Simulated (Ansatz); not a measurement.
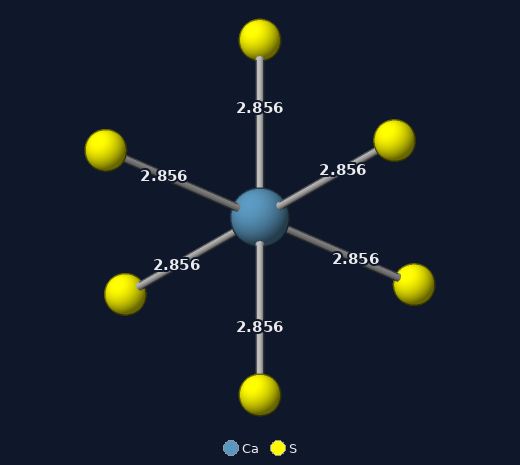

The surroundings of site Ca1 (at 0.000, 0.000, 0.000) in CaS in space group Fm-3m, with bond lengths in Å.

Source of the atomic positions: coordinates from a relaxation with Ansatz 0.2.0, DFT PBE, scalar-relativistic, plane waves, PAW.

```
Ca S
1.0
     5.71206    0.00000    0.00000
     0.00000    5.71206    0.00000
     0.00000    0.00000    5.71206
Ca S
4 4
Direct
  0.00000 0.00000 0.00000
  0.00000 0.50000 0.50000
  0.50000 0.00000 0.50000
  0.50000 0.50000 0.00000
  0.50000 0.00000 0.00000
  0.50000 0.50000 0.50000
  0.00000 0.00000 0.50000
  0.00000 0.50000 0.00000
```

Bond valence s = exp((R0 − d)/b), R0 fitted to published crystal structures with b = 0.37 Å; R0 in Å: Ca2+–S 2.448.

Calculate the bond-valence sum of Ca1 from the bonds drawn.

Answer. 6 × 0.332 = 1.99 v.u., against a formal valence of 2: a close match.

And over the whole structure?

Answer.
| site | x, y, z | formal valence | bond-valence sum | difference |
| --- | --- | --- | --- | --- |
| Ca1 | 0.000, 0.000, 0.000 | +2 | 2.00 | 0.00 |
| S1 | 0.500, 0.000, 0.000 | −2 | 2.00 | 0.00 |

These sums include all anions within 5 Å. The global instability index (root mean square of the differences over all atoms) is 0.00 v.u.: little strain. Cells relaxed with PBE tend to have slightly long bonds, which lowers the sums.
